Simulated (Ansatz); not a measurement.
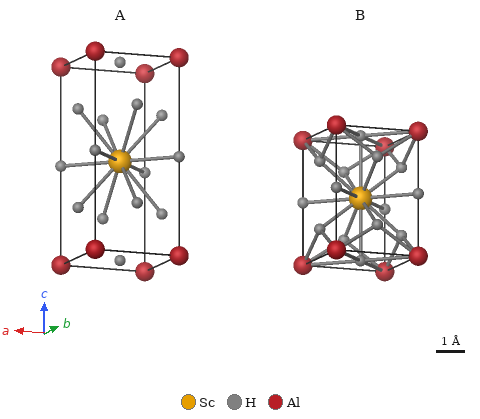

Two geometries of a crystal of ScAlH6 (built on the TaNbAl6-123 type type), drawn at one scale. One is the start of a relaxation, the other its converged end. The picture is a ball-and-stick view of the cell of the calculation, seen from a free direction.

Computed with DFT, PBEsol, plane waves, PAW (Ansatz). Settings: plane-wave cutoff 420 eV; k-point mesh 6 × 6 × 4; occupations fermi dirac; smearing width 0.03 eV; no spin polarisation; cell and atoms relaxed; force threshold 0.01 eV/Å; at most 120 steps.

### Which geometry has the lower energy?

Structure B is the relaxed one. The largest moves relative to the cell, 0.11 Å, are those of H atoms. Sc and Al stay in place. The volume changes by −40.0 %, with a = b 3.328 → 3.245 Å (−2.5 %), c 7.408 → 4.671 Å (−36.9 %). Some distances before and after: H–Sc 3.704 → 2.336 Å, Al–H 2.496 → 1.941 Å, H–Sc 2.484 → 2.061 Å, Sc–Sc 3.328 → 3.245 Å. New bonds form, among them: H–Sc (3.70 → 2.34 Å). Bond angles that change, for instance: Sc–H–Sc 84.1° → 103.9°. The space group stays P4/mmm (No. 123). After 13 accepted moves (15 points after the start) the energy has fallen by 419 meV per atom. The largest force component goes from 0.43 to 0.00017 eV/Å. The pressure goes from −19.69 to 0.00 GPa. The SCF was repeated twice at an unchanged geometry on a basis and grid sized afresh for the cell, which shifted the energy by 1.1 meV per atom at most. The run took 11 s on 4 threads of Arm Neoverse V1, on a shared host, peak memory 0.4 GiB.
